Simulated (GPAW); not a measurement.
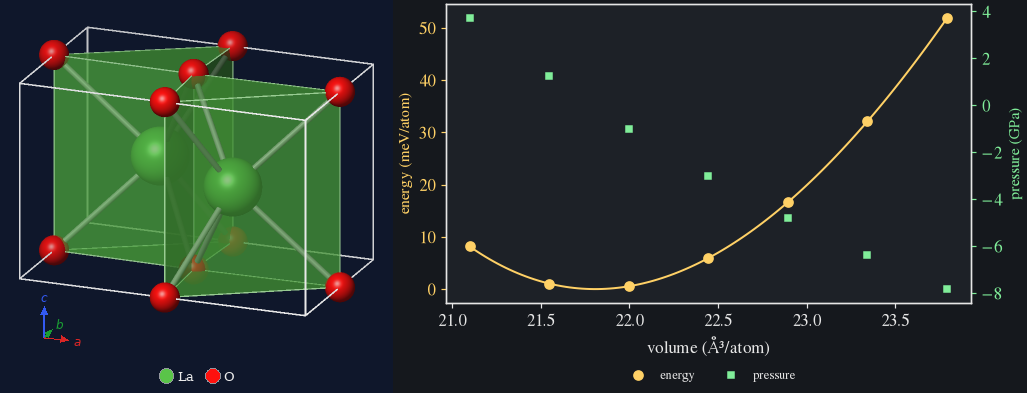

The plot gives the computed energy and pressure against volume for La₂O₃, space group P-62m (No. 189). The conventional cell is drawn beside the plot.

Cell as given: a = 6.267 Å, b = 6.267 Å, c = 3.300 Å, α = 90.00°, β = 90.00°, γ = 120.00°; 5 atoms.

Calculation (GPAW 26.7.0): PAW DFT in plane waves, on a grid or in atomic orbitals, no spin polarisation; energies at scaled volumes of the given cell, shape and fractions fixed, counted from the fit's minimum, third-order Birch-Murnaghan fit. Level: LDA.

- k mesh: 4×4×5
- occupations: Fermi–Dirac
- smearing width: 0.05 eV
- potentials: GPAW PAW data sets (gpaw data 1.2.1)
- wave cutoff: 800 eV
- program settings: basis pw

What equilibrium volume and bulk modulus follow from the curve?

Answer. A third-order Birch–Murnaghan fit gives V0 = 21.81 Å³/atom, B0 = 107 GPa and B′ = 4.2.

What does the pressure do across the range?

Answer. It falls from 3.72 GPa at volume 21.10 Å³/atom to −7.83 GPa at 23.79 Å³/atom, and changes sign near 21.80 Å³/atom.

Keep in mind: compensation charges of f shells cut short; shape and atomic fractions are frozen while scaling, which makes layered, chain and framework solids too stiff.
